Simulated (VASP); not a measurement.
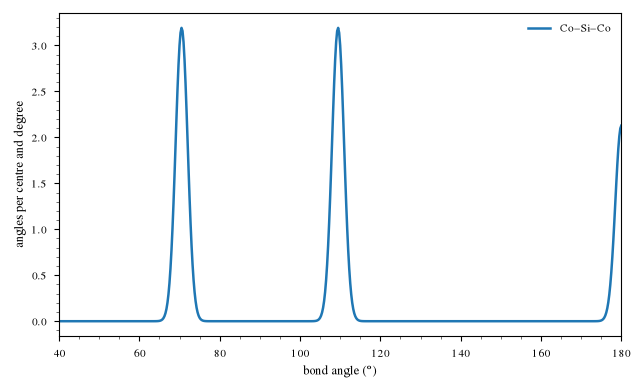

Bond-angle distributions computed from the structure of CoSi; each angle is a Gaussian of σ = 1.5°. Bonds counted: Co–Si up to 2.89 Å. Basis of the simulation: a cell listed in the Materials Project, as set up for an electronic-structure calculation.

Give the groups of angles for each curve.

Answer. Co–Si–Co: 71° (12 per centre); 109° (12 per centre); 180° (4 per centre)

What coordination geometry do the angles point to, counting the bonds named above alone?

Answer. Si has 8 Co neighbours in a cubic arrangement.

The structure has space group Pm-3m (No. 221); other forms of this composition would give other results.
